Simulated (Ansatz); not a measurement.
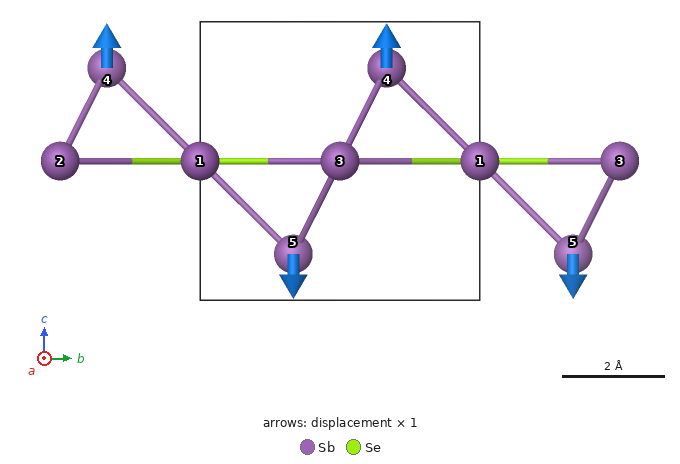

A relaxation of solid Sb₅Se (a generated structure, set up in P-3m1) (coarse preliminary run). The starting structure is drawn; blue arrows show the displacements (the part carried along by the change of the cell is left out), at their true length.

A ball-and-stick model of the cell of the calculation, seen along the a axis.

All numbers below come from DFT PBE, scalar-relativistic, plane waves, PAW in Ansatz. Set-up: plane-wave cutoff 420 eV; k-point mesh 3 × 3 × 4; occupations gaussian; smearing width 0.1 eV; no spin polarisation; cell and atoms relaxed; force threshold 0.04 eV/Å; at most 70 steps.

**Describe the change and its energy.**

Over 8 accepted moves (9 points after the start) the energy falls by 4.161 eV per cell of the calculation. The largest force component goes from 6.8 to 0.0032 eV/Å. The pressure goes from 12.95 to 0.03 GPa. At 1 point the geometry stayed and the basis and grid were re-selected for the new cell (energy shift of 1.0 meV per cell of the calculation at most each time). The largest moves relative to the cell, 0.89 Å, are those of Sb atoms. Se stays in place. The drawn cell changes as follows: a = b 6.377 → 6.372 Å (−0.1 %), c 5.496 → 5.349 Å (−2.7 %); the volume changes by −2.8 %. Near-neighbour distances that change, for instance: Sb–Sb 2.599 → 3.245 Å. The space group (tolerance 0.01 Å) goes from P-3m1 (No. 164) to P6/mmm (No. 191). Cost: 57 s on 1 thread of Intel(R) Xeon(R) Platinum 8488C (Sapphire Rapids), on a shared host, peak memory 0.55 GiB.
